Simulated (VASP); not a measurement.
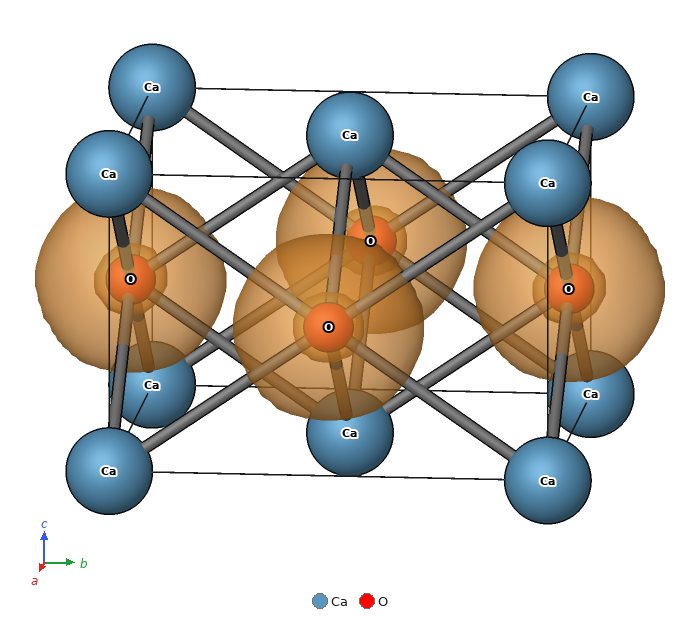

Figure. CaO. Isosurface of the electron localisation function at 0.7 (orange), seen at an oblique angle. Core shells and regions of very low density are left out. Sticks mark near contacts.

Space group Cmmm; a generated structure, not necessarily the stable one; changed on purpose from its base cell (shear xy strain +5.2%); computed pressure about 5 GPa in this cell.

All numbers below come from VASP, Kohn-Sham DFT of a periodic cell, PBE, VASP PAW PBE potentials, recommended.

Where are the electrons localised?

At this value the surface marks out two regions wrapped around O (the valence shell of each), counted in one cell of 4 atoms. Any copies at cell faces, edges or corners count once. Along the contacts the grid gives the following. Ca–O (2.47 Å): the ELF is about 0.10 at the midpoint; an ionic contact with no shared pair. Ca–O (2.56 Å): the ELF is about 0.10 at the midpoint; an ionic contact with no shared pair.
